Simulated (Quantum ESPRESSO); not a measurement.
**Single-point calculation of Co**

System: Co (2 atoms in the cell).
Method: Kohn-Sham DFT of a periodic cell, PBE, PseudoDojo 0.4.1 SR PBE standard, spin-polarised (Quantum ESPRESSO 7.5).

The structure derives from a Materials Project entry. The volume is scaled by 0.94.

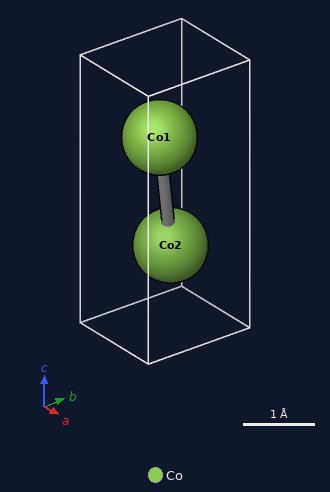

**Figure 1.** The structure as given in the input (ball-and-stick view of the cell of the calculation, seen slightly off an axis; atoms are numbered from 1 in the order of the input). An atom can appear more than once, as a periodic image. Near neighbours in the periodic cell (some may lie outside the picture): Co has 12 Co at 2.42 Å.

The input:
```
&CONTROL
  calculation = 'scf'
  prefix = 'pwscf'
  outdir = './tmp'
  pseudo_dir = './pseudo'
  tprnfor = .true.
  tstress = .true.
  disk_io = 'nowf'
/
&SYSTEM
  ibrav = 0
  nat = 2
  ntyp = 1
  ecutwfc = 96
  nbnd = 28
  occupations = 'smearing'
  smearing = 'fd'
  degauss = 0.00367493
  nspin = 2
  starting_magnetization(1) = 0.1176
/
&ELECTRONS
  conv_thr = 4d-10
  electron_maxstep = 120
  mixing_beta = 0.3
/
ATOMIC_SPECIES
Co    58.9332 Co.upf
CELL_PARAMETERS angstrom
   2.4215367659    0.0000000000    0.0000000000
  -1.2107683830    2.0971123555    0.0000000000
   0.0000000000    0.0000000000    3.9390568819
ATOMIC_POSITIONS crystal
Co     0.6666666667    0.3333333333    0.7500000000
Co     0.3333333333    0.6666666667    0.2500000000
K_POINTS automatic
10 10 6 0 0 0
```

Run on 1 thread of Intel Xeon @ 2.60GHz (Ice Lake), 24 GiB of memory available, shared host.

Run as:
```bash
OMP_NUM_THREADS=1 pw.x -in pw.in > pw.out
```

Log:
```
This program is part of the open-source Quantum ESPRESSO suite
     for quantum simulation of materials; please cite
         "P. Giannozzi et al., J. Phys.:Condens. Matter 21 395502 (2009);
         "P. Giannozzi et al., J. Phys.:Condens. Matter 29 465901 (2017);
         "P. Giannozzi et al., J. Chem. Phys. 152 154105 (2020);
          URL
     in publications or presentations arising from this work. More details at

     Message from routine setup:
     using ibrav=0 with symmetry is DISCOURAGED, use correct ibrav instead

     G-vector sticks info
     --------------------
     sticks:   dense  smooth     PW     G-vecs:    dense   smooth      PW
     Sum         559     559    163                17189    17189    2803

     Using Slab Decomposition

     bravais-lattice index     =            0
     lattice parameter (alat)  =       4.5760  a.u.
     unit-cell volume          =     134.9900 (a.u.)^3
     number of atoms/cell      =            2
     number of atomic types    =            1
     number of electrons       =        34.00
     number of Kohn-Sham states=           28
     kinetic-energy cutoff     =      96.0000  Ry
     charge density cutoff     =     384.0000  Ry
     scf convergence threshold =      4.0E-10
     mixing beta               =       0.3000
     number of iterations used =            8  plain     mixing
     Exchange-correlation= PBE
                           (   1   4   3   4   0   0   0)

     celldm(1)=   4.576041  celldm(2)=   0.000000  celldm(3)=   0.000000
     celldm(4)=   0.000000  celldm(5)=   0.000000  celldm(6)=   0.000000

     crystal axes: (cart. coord. in units of alat)
               a(1) = (   1.000000   0.000000   0.000000 )
               a(2) = (  -0.500000   0.866025   0.000000 )
               a(3) = (   0.000000   0.000000   1.626676 )

     reciprocal axes: (cart. coord. in units 2 pi/alat)
               b(1) = (  1.000000  0.577350 -0.000000 )
               b(2) = (  0.000000  1.154701  0.000000 )
               b(3) = (  0.000000 -0.000000  0.614750 )

     PseudoPot. # 1 for Co read from file:
     Co.upf
     Pseudo is Norm-conserving + core correction, Zval = 17.0
     Generated using ONCVPSP code by D. R. Hamann
     Using radial grid of 1388 points,  6 beta functions with:
                l(1) =   0
                l(2) =   0
                l(3) =   1
                l(4) =   1
                l(5) =   2
                l(6) =   2

     atomic species   valence    mass     pseudopotential
     Co               17.00    58.93320     Co( 1.00)

     Starting magnetic structure
     atomic species   magnetization
     Co              0.118

     24 Sym. Ops., with inversion, found (12 have fractional translation)

   Cartesian axes

     site n.     atom                  positions (alat units)
         1        Co     tau(   1) = (   0.5000000   0.2886751   1.2200074  )
         2        Co     tau(   2) = (  -0.0000000   0.5773503   0.4066691  )

     number of k points=    56  Fermi-Dirac smearing, width (Ry)=  0.0037
                       cart. coord. in units 2pi/alat
        k(    1) = (   0.0000000   0.0000000   0.0000000), wk =   0.0016667
        k(    2) = (   0.0000000   0.0000000   0.1024584), wk =   0.0033333
        k(    3) = (   0.0000000   0.0000000   0.2049168), wk =   0.0033333
        k(    4) = (   0.0000000   0.0000000  -0.3073752), wk =   0.0016667
        k(    5) = (   0.0000000   0.1154701   0.0000000), wk =   0.0100000
        k(    6) = (   0.0000000   0.1154701   0.1024584), wk =   0.0200000
        k(    7) = (   0.0000000   0.1154701   0.2049168), wk =   0.0200000
        k(    8) = (   0.0000000   0.1154701  -0.3073752), wk =   0.0100000
        k(    9) = (   0.0000000   0.2309401   0.0000000), wk =   0.0100000
        k(   10) = (   0.0000000   0.2309401   0.1024584), wk =   0.0200000
        k(   11) = (   0.0000000   0.2309401   0.2049168), wk =   0.0200000
        k(   12) = (   0.0000000   0.2309401  -0.3073752), wk =   0.0100000
        k(   13) = (   0.0000000   0.3464102   0.0000000), wk =   0.0100000
        k(   14) = (   0.0000000   0.3464102   0.1024584), wk =   0.0200000
        k(   15) = (   0.0000000   0.3464102   0.2049168), wk =   0.0200000
        k(   16) = (   0.0000000   0.3464102  -0.3073752), wk =   0.0100000
        k(   17) = (   0.0000000   0.4618802   0.0000000), wk =   0.0100000
        k(   18) = (   0.0000000   0.4618802   0.1024584), wk =   0.0200000
        k(   19) = (   0.0000000   0.4618802   0.2049168), wk =   0.0200000
        k(   20) = (   0.0000000   0.4618802  -0.3073752), wk =   0.0100000
        k(   21) = (   0.0000000  -0.5773503   0.0000000), wk =   0.0050000
        k(   22) = (   0.0000000  -0.5773503   0.1024584), wk =   0.0100000
        k(   23) = (   0.0000000  -0.5773503   0.2049168), wk =   0.0100000
        k(   24) = (   0.0000000  -0.5773503  -0.3073752), wk =   0.0050000
        k(   25) = (   0.1000000   0.1732051   0.0000000), wk =   0.0100000
        k(   26) = (   0.1000000   0.1732051   0.1024584), wk =   0.0200000
        k(   27) = (   0.1000000   0.1732051   0.2049168), wk =   0.0200000
        k(   28) = (   0.1000000   0.1732051  -0.3073752), wk =   0.0100000
        k(   29) = (   0.1000000   0.2886751   0.0000000), wk =   0.0200000
        k(   30) = (   0.1000000   0.2886751   0.1024584), wk =   0.0400000
        k(   31) = (   0.1000000   0.2886751   0.2049168), wk =   0.0400000
        k(   32) = (   0.1000000   0.2886751  -0.3073752), wk =   0.0200000
        k(   33) = (   0.1000000   0.4041452   0.0000000), wk =   0.0200000
        k(   34) = (   0.1000000   0.4041452   0.1024584), wk =   0.0400000
        k(   35) = (   0.1000000   0.4041452   0.2049168), wk =   0.0400000
        k(   36) = (   0.1000000   0.4041452  -0.3073752), wk =   0.0200000
        k(   37) = (   0.1000000   0.5196152   0.0000000), wk =   0.0200000
        k(   38) = (   0.1000000   0.5196152   0.1024584), wk =   0.0400000
        k(   39) = (   0.1000000   0.5196152   0.2049168), wk =   0.0400000
        k(   40) = (   0.1000000   0.5196152  -0.3073752), wk =   0.0200000
        k(   41) = (   0.2000000   0.3464102   0.0000000), wk =   0.0100000
        k(   42) = (   0.2000000   0.3464102   0.1024584), wk =   0.0200000
        k(   43) = (   0.2000000   0.3464102   0.2049168), wk =   0.0200000
        k(   44) = (   0.2000000   0.3464102  -0.3073752), wk =   0.0100000
        k(   45) = (   0.2000000   0.4618802   0.0000000), wk =   0.0200000
        k(   46) = (   0.2000000   0.4618802   0.1024584), wk =   0.0400000
        k(   47) = (   0.2000000   0.4618802   0.2049168), wk =   0.0400000
        k(   48) = (   0.2000000   0.4618802  -0.3073752), wk =   0.0200000
        k(   49) = (   0.2000000   0.5773503   0.0000000), wk =   0.0100000
        k(   50) = (   0.2000000   0.5773503   0.1024584), wk =   0.0200000
        k(   51) = (   0.2000000   0.5773503   0.2049168), wk =   0.0200000
        k(   52) = (   0.2000000   0.5773503  -0.3073752), wk =   0.0100000
        k(   53) = (   0.3000000   0.5196152   0.0000000), wk =   0.0100000
        k(   54) = (   0.3000000   0.5196152   0.1024584), wk =   0.0200000
        k(   55) = (   0.3000000   0.5196152   0.2049168), wk =   0.0200000
        k(   56) = (   0.3000000   0.5196152  -0.3073752), wk =   0.0100000

     Dense  grid:    17189 G-vectors     FFT dimensions: (  30,  30,  48)

     Generating pointlists ...
     new r_m :   0.4114 (alat units)  1.8828 (a.u.) for type    1

     Initial potential from superposition of free atoms

     starting charge      33.9994, renormalised to      34.0000
     Starting wfcs are   20 randomized atomic wfcs +    8 random wfcs

     Self-consistent Calculation

     iteration #  1     ecut=    96.00 Ry     beta= 0.30
     Davidson diagonalization with overlap
     ethr =  1.00E-02,  avg # of iterations =  4.3

     Threshold (ethr) on eigenvalues was too large:
     Diagonalizing with lowered threshold

     Davidson diagonalization with overlap
     ethr =  1.20E-04,  avg # of iterations =  2.0

     total energy              =    -612.12770524 Ry
     estimated scf accuracy    <       0.04140088 Ry

     total magnetization       =     3.22 Bohr mag/cell
     absolute magnetization    =     3.29 Bohr mag/cell

     iteration #  2     ecut=    96.00 Ry     beta= 0.30
     Davidson diagonalization with overlap
     ethr =  1.22E-04,  avg # of iterations =  1.0

     total energy              =    -612.13534721 Ry
     estimated scf accuracy    <       0.01231659 Ry

     total magnetization       =     3.21 Bohr mag/cell
     absolute magnetization    =     3.32 Bohr mag/cell

     iteration #  3     ecut=    96.00 Ry     beta= 0.30
     Davidson diagonalization with overlap
     ethr =  3.62E-05,  avg # of iterations =  1.1

     total energy              =    -612.13893422 Ry
     estimated scf accuracy    <       0.00474472 Ry

     total magnetization       =     3.20 Bohr mag/cell
     absolute magnetization    =     3.36 Bohr mag/cell

     iteration #  4     ecut=    96.00 Ry     beta= 0.30
     Davidson diagonalization with overlap
     ethr =  1.40E-05,  avg # of iterations =  1.2

     total energy              =    -612.13972072 Ry
     estimated scf accuracy    <       0.00010281 Ry

     total magnetization       =     3.19 Bohr mag/cell
     absolute magnetization    =     3.44 Bohr mag/cell

     iteration #  5     ecut=    96.00 Ry     beta= 0.30
     Davidson diagonalization with overlap
     ethr =  3.02E-07,  avg # of iterations =  2.1

     total energy              =    -612.13978830 Ry
     estimated scf accuracy    <       0.00004858 Ry

     total magnetization       =     3.20 Bohr mag/cell
     absolute magnetization    =     3.47 Bohr mag/cell

     iteration #  6     ecut=    96.00 Ry     beta= 0.30
     Davidson diagonalization with overlap
     ethr =  1.43E-07,  avg # of iterations =  2.0

     total energy              =    -612.13986336 Ry
     estimated scf accuracy    <       0.00000882 Ry

     total magnetization       =     3.22 Bohr mag/cell
     absolute magnetization    =     3.52 Bohr mag/cell

     iteration #  7     ecut=    96.00 Ry     beta= 0.30
     Davidson diagonalization with overlap
     ethr =  2.59E-08,  avg # of iterations =  1.4

     total energy              =    -612.13986503 Ry
     estimated scf accuracy    <       0.00000188 Ry

     total magnetization       =     3.23 Bohr mag/cell
     absolute magnetization    =     3.52 Bohr mag/cell

     iteration #  8     ecut=    96.00 Ry     beta= 0.30
     Davidson diagonalization with overlap
     ethr =  5.51E-09,  avg # of iterations =  1.5

     total energy              =    -612.13986578 Ry
     estimated scf accuracy    <       0.00000014 Ry

     total magnetization       =     3.23 Bohr mag/cell
     absolute magnetization    =     3.53 Bohr mag/cell

     iteration #  9     ecut=    96.00 Ry     beta= 0.30
     Davidson diagonalization with overlap
     ethr =  4.17E-10,  avg # of iterations =  2.0

     total energy              =    -612.13986587 Ry
     estimated scf accuracy    <       0.00000002 Ry

     total magnetization       =     3.23 Bohr mag/cell
     absolute magnetization    =     3.53 Bohr mag/cell

     iteration # 10     ecut=    96.00 Ry     beta= 0.30
     Davidson diagonalization with overlap
     ethr =  5.30E-11,  avg # of iterations =  1.5

     total energy              =    -612.13986590 Ry
     estimated scf accuracy    <          5.6E-09 Ry

     total magnetization       =     3.23 Bohr mag/cell
     absolute magnetization    =     3.53 Bohr mag/cell

     iteration # 11     ecut=    96.00 Ry     beta= 0.30
     Davidson diagonalization with overlap
     ethr =  1.64E-11,  avg # of iterations =  1.4

     Magnetic moment per site  (integrated on atomic sphere of radius R)
     atom   1 (R=0.411)  charge= 15.5419  magn=  1.6834
     atom   2 (R=0.411)  charge= 15.5419  magn=  1.6834

     End of self-consistent calculation

     Number of k-points >= 100: set verbosity='high' to print the bands.

     the Fermi energy is    21.1021 ev

!    total energy              =    -612.13986590 Ry
     estimated scf accuracy    <          1.2E-10 Ry
     smearing contrib. (-TS)   =      -0.00116691 Ry
     internal energy E=F+TS    =    -612.13869899 Ry

     The total energy is F=E-TS. E is the sum of the following terms:
     one-electron contribution =    -233.83561523 Ry
     hartree contribution      =     143.98889682 Ry
     xc contribution           =    -112.28489974 Ry
     ewald contribution        =    -410.00708085 Ry

     total magnetization       =     3.23 Bohr mag/cell
     absolute magnetization    =     3.53 Bohr mag/cell

     convergence has been achieved in  11 iterations

     Forces acting on atoms (cartesian axes, Ry/au):

     atom    1 type  1   force =     0.00000000   -0.00000000    0.00000000
     atom    2 type  1   force =    -0.00000000   -0.00000000    0.00000000

     Total force =     0.000000     Total SCF correction =     0.000000

     Computing stress (Cartesian axis) and pressure

          total   stress  (Ry/bohr**3)                   (kbar)     P=      228.03
   0.00161527   0.00000000   0.00000000          237.61        0.00        0.00
   0.00000000   0.00161527   0.00000000            0.00      237.61        0.00
   0.00000000   0.00000000   0.00141981            0.00        0.00      208.86

=------------------------------------------------------------------------------=
   JOB DONE.
=------------------------------------------------------------------------------=
```

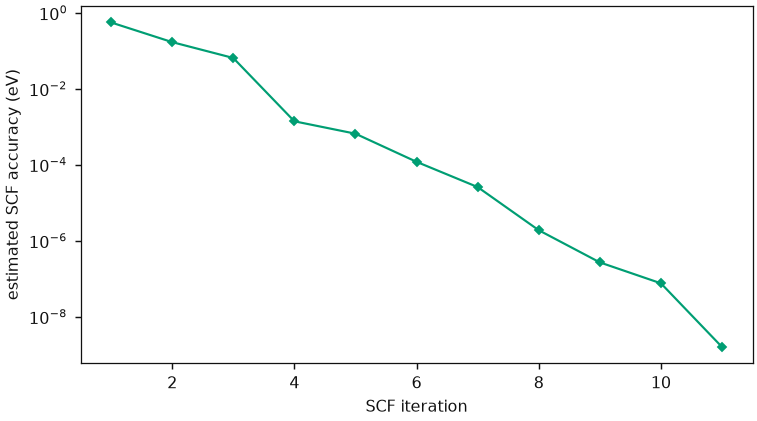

**Figure 2.** Convergence of the self-consistent field: estimated SCF accuracy against the iteration. The field takes 11 iterations in all.

Key numbers:

| quantity | value |
| --- | --- |
| outcome | converged |
| space group (tolerance 0.01 Å) | P6₃/mmc (194) |
| electrons treated | 34 |
| free energy | −8328.5872 eV |
| Fermi energy | 21.102 eV |
| gap on the k-point mesh | none (metallic) |
| net moment of the cell | 3.23 μB |
| integrated absolute moment | 3.53 μB |
| pressure | 22.80 GPa |
| largest force (length of the vector) | under 0.001 eV/Å |
| wall time | 69 s |
| peak memory | 0.15 GiB |

The cell is under a pressure of 23 GPa at this level, so it is not at its equilibrium volume.
